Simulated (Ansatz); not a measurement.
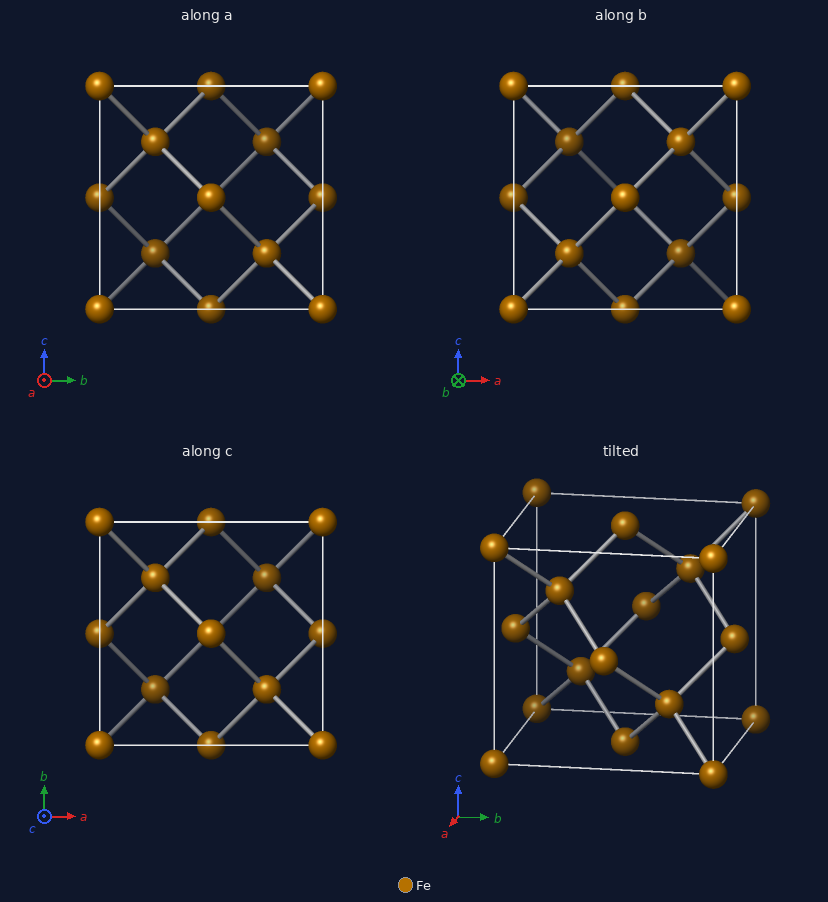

This ball-and-stick model is shown along the a axis, along the b axis, along the c axis and slightly off an axis. Lines trace the edges of the conventional unit cell.

Lattice parameters: a = 4.914 Å, b = 4.914 Å, c = 4.914 Å, α = 90.00°, β = 90.00°, γ = 90.00°. Put a along x and b in the xy plane.

**From the views, write a POSCAR file.**

```
Fe
1.0
     4.914    0.000    0.000
     0.000    4.914    0.000
     0.000    0.000    4.914
Fe
8
Direct
  0.7500 0.7500 0.2500
  0.0000 0.5000 0.5000
  0.7500 0.2500 0.7500
  0.0000 0.0000 0.0000
  0.2500 0.7500 0.7500
  0.5000 0.5000 0.0000
  0.2500 0.2500 0.2500
  0.5000 0.0000 0.5000
```

The model was built from a structure type filled with this element by a generator (whether the element takes this form wasn't checked). Earlier steps of the study may have refined or changed the cell and positions. Ansatz was used for an electronic-structure calculation on it.
